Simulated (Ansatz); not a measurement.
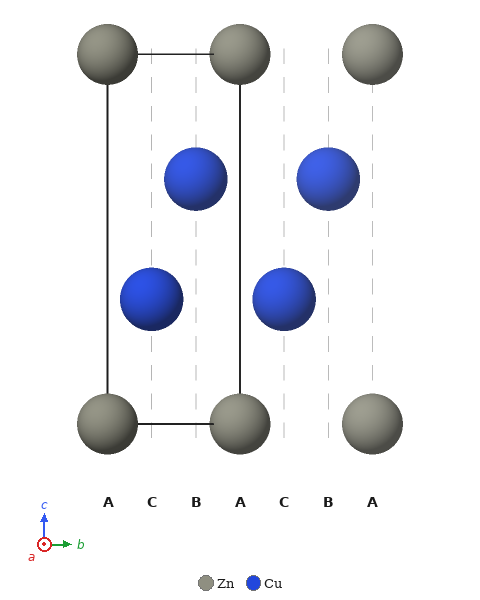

The picture looks along a close-packed row of the hexagonal mesh; c points upwards. The dashed lines mark the three columns A (0, 0), B (1/3, 2/3) and C (2/3, 1/3). The sequence starts with the first layer at or above the cell's origin.

ZnCu2 (space group P-3m1, No. 164). Coordinates: the end point of a relaxation at fixed volume with DFT r2SCAN, scalar-relativistic, plane waves, PAW (Ansatz).

Read off the stacking sequence over one period.

Zn(A) – Cu(C) – Cu(B) (three layers in 6.20 Å).

Taking all atoms as equal spheres, what packing is it?

As equal spheres, ACB: cubic close packing.
